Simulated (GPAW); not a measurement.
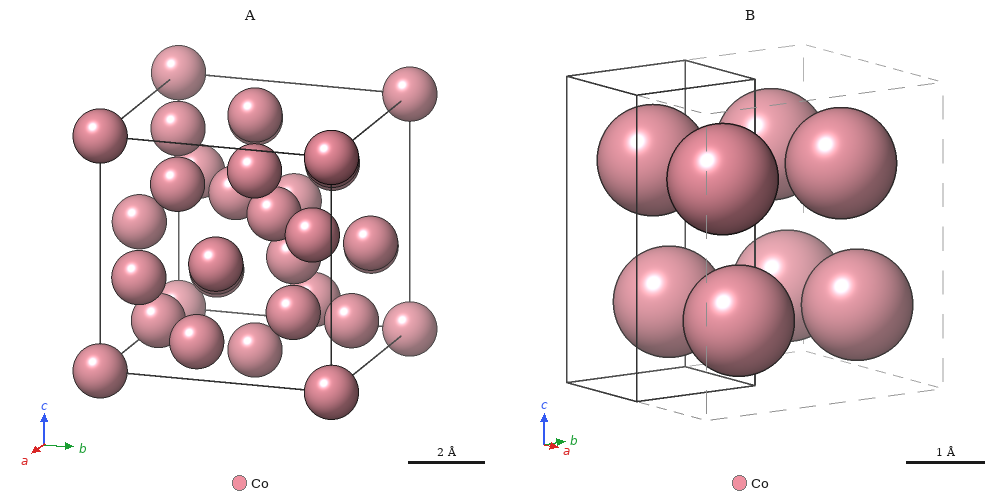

Two structures of Co, each relaxed (cell and atoms) at zero pressure; conventional cells in solid outline, small ones repeated, each panel with its own scale. Alike in all runs: GPAW 26.7.0; functional PBEsol; potentials PAW data sets generated in the run's folder for this functional; cutoff 600 eV; occupations fermi-dirac, width 0.05 eV; collinear spin, ferromagnetic start; no spin-orbit coupling. The k meshes have like spacings.

**Name the structure in each panel.**

A: 24 atoms a cell on a face-centred cubic lattice, Fd-3m; B: hexagonal close-packed (Mg type), P6₃/mmc.

**Which of these is lowest in energy, and how far above it do the others lie?**

B, then A (+240 meV/atom), static energies at zero smearing.

**Collect the results in a table.**

| panel | space group | E − E(lowest) (meV/atom) | volume (Å³/atom) | moment (μB/atom) |
| --- | --- | --- | --- | --- |
| B | P6₃/mmc | 0 | 10.4 | 1.52 |
| A | Fd-3m | 240 | 11.1 | 1.76 |

The starts are database entries or structure types tried for this composition, and the most stable form need not be among them. Each run keeps the magnetic state that it reached from its start.

Caveat: each step starts from the last one's moments, so a moment once lost doesn't come back; later steps reuse the first step's grids.
